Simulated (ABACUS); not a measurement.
**Single-point calculation at one volume of an equation of state, with input and output: Mo (part 2 of 2)**

Continued. System: Mo (Im-3m, 1 atom in the cell). Method: Kohn-Sham DFT of a periodic cell, PBE, PseudoDojo NC SR 0.4.1 PBE standard, no spin polarisation (ABACUS 3.10.1); cutoff 1360.57 eV, 12×12×12 k-mesh, fermi-dirac of 0.05 eV. The structure derives from a Materials Project entry. It belongs to a series of runs on one base structure; here: volume scaled by 1.06. The settings are looser than a standard set-up, so the numbers are not reference values.

Geometry of the input (Å; fractional positions):
```
-1.6149  1.6149  1.6149
1.6149  -1.6149  1.6149
1.6149  1.6149  -1.6149
Mo 0.0000  0.0000  0.0000
```

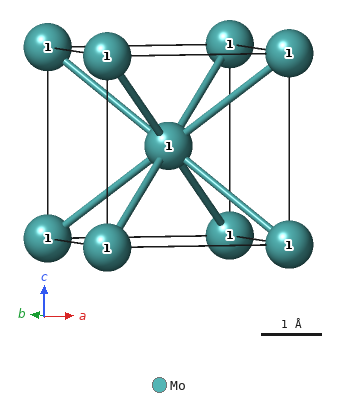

Fig. 1: The input geometry (ball-and-stick view of the cell 2 times as large as that of the calculation, set on its symmetry axes, seen at an oblique angle; atoms are numbered from 1 in the order of the input).

**Log, continued**
```
 SETUP EXTENDED REAL SPACE GRID FOR GRID INTEGRATION
                          real space grid = [ 36, 36, 36 ]
                 big cell numbers in grid = [ 12, 12, 12 ]
             meshcell numbers in big cell = [ 3, 3, 3 ]
                        extended fft grid = [ 20, 20, 20 ]
                dimension of extened grid = [ 53, 53, 53 ]
                            UnitCellTotal = 125
              Atom number in sub-FFT-grid = 1
    Local orbitals number in sub-FFT-grid = 10
                                ParaV.nnr = 2825
                                 init_chg = atomic

 LCAO ALGORITHM --------------- ION=   1  ELEC=   1--------------------------------

 Density error is 0.0428359796232
----------------------------------------------------------
     Energy           Rydberg                 eV
----------------------------------------------------------
 E_KohnSham     -140.4736060914      -1911.2414614512
 E_Harris       -141.4032977248      -1923.8905650474
 E_Fermi        1.5496279390         21.0837697498
----------------------------------------------------------

 LCAO ALGORITHM --------------- ION=   1  ELEC=   2--------------------------------

 Density error is 0.0133578227227
----------------------------------------------------------
     Energy           Rydberg                 eV
----------------------------------------------------------
 E_KohnSham     -140.4730800010      -1911.2343036240
 E_Harris       -140.7536089999      -1915.0510964627
 E_Fermi        1.5146452456         20.6078057889
----------------------------------------------------------

 LCAO ALGORITHM --------------- ION=   1  ELEC=   3--------------------------------

 Density error is 0.000380511631378
----------------------------------------------------------
     Energy           Rydberg                 eV
----------------------------------------------------------
 E_KohnSham     -140.4731978873      -1911.2359075495
 E_Harris       -140.4704524243      -1911.1985536088
 E_Fermi        1.4994262480         20.4007407032
----------------------------------------------------------

 LCAO ALGORITHM --------------- ION=   1  ELEC=   4--------------------------------

 Density error is 2.91104192917e-05
----------------------------------------------------------
     Energy           Rydberg                 eV
----------------------------------------------------------
 E_KohnSham     -140.4731979062      -1911.2359078066
 E_Harris       -140.4738104404      -1911.2442417613
 E_Fermi        1.4996304095         20.4035184627
----------------------------------------------------------

 LCAO ALGORITHM --------------- ION=   1  ELEC=   5--------------------------------

 Density error is 1.2982317719e-06
----------------------------------------------------------
     Energy           Rydberg                 eV
----------------------------------------------------------
 E_KohnSham     -140.4731979069      -1911.2359078160
 E_Harris       -140.4731832615      -1911.2357085549
 E_Fermi        1.4995959245         20.4030492701
----------------------------------------------------------

 LCAO ALGORITHM --------------- ION=   1  ELEC=   6--------------------------------

 Density error is 2.929732912e-08
----------------------------------------------------------
     Energy           Rydberg                 eV
----------------------------------------------------------
 E_KohnSham     -140.4731979069      -1911.2359078151
 E_KS(sigma->0) -140.4729141175      -1911.2320466623
 E_Harris       -140.4731972325      -1911.2358986394
 E_band         -4.8390176502        -65.8382127648
 E_one_elec     -22.4998731233       -306.1264787536
 E_Hartree      19.5473730635        265.9556545959
 E_xc           -20.6512085628       -280.9741070403
 E_Ewald        -116.8689217056      -1590.0832543115
 E_entropy(-TS) -0.0005675788        -0.0077223056
 E_descf        0.0000000000         0.0000000000
 E_exx          0.0000000000         0.0000000000
 E_Fermi        1.4995967229         20.4030601337
----------------------------------------------------------

 charge density convergence is achieved
 final etot is -1911.2359078 eV
 EFERMI = 20.403060134 eV

 STATE ENERGY(eV) AND OCCUPATIONS    NSPIN == 1
 1/72 kpoint (Cartesian) = 0.0000 0.0000 0.0000 (498 pws)
       1       -40.8382     0.00115741
       2       -14.3169     0.00115741
       3       -14.3169     0.00115741
       4       -14.3169     0.00115741
       5        12.8335     0.00115741
       6        18.8283     0.00115741
       7        18.8283     0.00115741
       8        18.8283     0.00115741
       9        21.6438    1.93358e-14
      10        21.6438    1.93358e-14

 2/72 kpoint (Cartesian) = 0.025802 -0.025802 0.0000 (484 pws)
       1       -40.8248      0.0138889
       2       -14.3991      0.0138889
       3       -14.3425      0.0138889
       4       -14.3174      0.0138889
       5        13.1041      0.0138889
       6        18.6721      0.0138889
       7        18.8021      0.0138889
       8        19.1061      0.0138889
       9        21.4530    1.05369e-11
      10        21.6601    1.67527e-13

 3/72 kpoint (Cartesian) = 0.051604 -0.051604 0.0000 (479 pws)
       1       -40.7880      0.0138889
       2       -14.6200      0.0138889
       3       -14.4117      0.0138889
       4       -14.3187      0.0138889
       5        13.8349      0.0138889
       6        18.2693      0.0138889
       7        18.6647      0.0138889
       8        19.9161      0.0138881
       9        21.1679    3.15978e-09
      10        21.7202    5.04108e-14

 4/72 kpoint (Cartesian) = 0.077406 -0.077406 0.0000 (473 pws)
       1       -40.7374      0.0138889
       2       -14.9129      0.0138889
       3       -14.5047      0.0138889
       4       -14.3206      0.0138889
       5        14.7175      0.0138889
       6        17.7686      0.0138889
       7        18.6187      0.0138889
       8        21.1707    2.98769e-09
       9        21.1910    1.98904e-09
      10        21.8406    4.53338e-15

 5/72 kpoint (Cartesian) = 0.10321 -0.10321 0.0000 (470 pws)
       1       -40.6863      0.0138889
       2       -15.1957      0.0138889
       3       -14.5958      0.0138889
       4       -14.3226      0.0138889
       5        15.1407      0.0138889
       6        17.3160      0.0138889
       7        19.7315      0.0138889
       8        21.4962    4.44761e-12
       9        22.0086    1.57319e-16
      10        22.6564    3.71865e-22

 6/72 kpoint (Cartesian) = 0.12901 -0.12901 0.0000 (470 pws)
       1       -40.6486      0.0138889
       2       -15.3936      0.0138889
       3       -14.6612      0.0138889
       4       -14.3241      0.0138889
       5        15.0535      0.0138889
       6        17.0104      0.0138889
       7        21.5110    3.30291e-12
       8        22.1645    6.96466e-18
       9        23.9471    2.28698e-33
      10        24.1907    1.75354e-35

[... levels at 66 further k points ...]

 correction force for each atom along direction 1 is -2.39575e-14
 correction force for each atom along direction 2 is 9.67596e-14
 correction force for each atom along direction 3 is 5.96692e-14
------------------------------------------------------------------------------------------
 TOTAL-FORCE (eV/Angstrom)
------------------------------------------------------------------------------------------
                       Mo1         0.0000000000         0.0000000000         0.0000000000
------------------------------------------------------------------------------------------

----------------------------------------------------------------
 TOTAL-STRESS (KBAR)
----------------------------------------------------------------
      -173.6751763988         0.0000000000         0.0000000000
        -0.0000000000      -173.6751763988         0.0000000000
        -0.0000000000        -0.0000000000      -173.6751763988
----------------------------------------------------------------
 TOTAL-PRESSURE: -173.675176 KBAR

 --------------------------------------------
 !FINAL_ETOT_IS -1911.2359078151005178 eV
 --------------------------------------------
```

**Standard output**
```
ABACUS v3.10.1

               Atomic-orbital Based Ab-initio Computation at UStc

%%%%%%%%%%%%%%%%%%%%%%%%%%%%%%%%%%%%%%%%%%%%%%%%%%%%%%%%%%%%%%%%%%%%%%%%%%%%%%%%%%%%%%%%%%%%%%%%%%%%%%%%%
 Warning: the number of valence electrons in pseudopotential > 6 for Mo: [Kr] 4d5 5s1
 Pseudopotentials with additional electrons can yield (more) accurate outcomes, but may be less efficient.
 If you're confident that your chosen pseudopotential is appropriate, you can safely ignore this warning.
%%%%%%%%%%%%%%%%%%%%%%%%%%%%%%%%%%%%%%%%%%%%%%%%%%%%%%%%%%%%%%%%%%%%%%%%%%%%%%%%%%%%%%%%%%%%%%%%%%%%%%%%%

 UNIFORM GRID DIM        : 36 * 36 * 36
 UNIFORM GRID DIM(BIG)   : 12 * 12 * 12
 ---------------------------------------------------------
 Self-consistent calculations for electrons
 ---------------------------------------------------------
 SPIN    KPOINTS         PROCESSORS  THREADS     NBASE
 1       72              4           4           10
 ---------------------------------------------------------
 Use Systematically Improvable Atomic bases
 ---------------------------------------------------------
 ELEMENT ORBITALS        NBASE       NATOM       XC
 Mo      2s1p1d-7au      10          1
 ---------------------------------------------------------
 Initial plane wave basis and FFT box
 ---------------------------------------------------------
 -------------------------------------------
 SELF-CONSISTENT :
 -------------------------------------------
 START CHARGE      : atomic
 ITER       ETOT/eV          EDIFF/eV         DRHO     TIME/s
 GE1     -1.91124146e+03   0.00000000e+00   4.2836e-02   0.22
 GE2     -1.91123430e+03   7.15782725e-03   1.3358e-02   0.29
 GE3     -1.91123591e+03  -1.60392556e-03   3.8051e-04   0.24
 GE4     -1.91123591e+03  -2.57043426e-07   2.9110e-05   0.28
 GE5     -1.91123591e+03  -9.43077120e-09   1.2982e-06   0.19
 GE6     -1.91123591e+03   8.92497126e-10   2.9297e-08   0.24
----------------------------------------------------------------
 TOTAL-STRESS (KBAR)
----------------------------------------------------------------
      -173.6751763988         0.0000000000         0.0000000000
        -0.0000000000      -173.6751763988         0.0000000000
        -0.0000000000        -0.0000000000      -173.6751763988
----------------------------------------------------------------
 TOTAL-PRESSURE: -173.675176 KBAR
```

**File mulliken.txt**
```
 0
CALCULATE THE MULLIkEN ANALYSIS FOR EACH ATOM
 Total charge:	14
Decomposed Mulliken populations
0                             Zeta of Mo              Spin 1
s                                      0              2.0000
s                                      1              0.9184
SUM OVER M+Zeta                                       2.9184

pz                                     0              1.9991
px                                     0              1.9979
py                                     0              1.9987
SUM OVER M                                            5.9957
SUM OVER M+Zeta                                       5.9957

dz^2                                   0              0.8800
dxz                                    0              1.1716
dyz                                    0              1.0927
dx^2-y^2                               0              0.8580
dxy                                    0              1.0835
SUM OVER M                                            5.0859
SUM OVER M+Zeta                                       5.0859

SUM OVER M+Zeta+L                                    14.0000

Total Charge on atom:                 Mo             14.0000
```
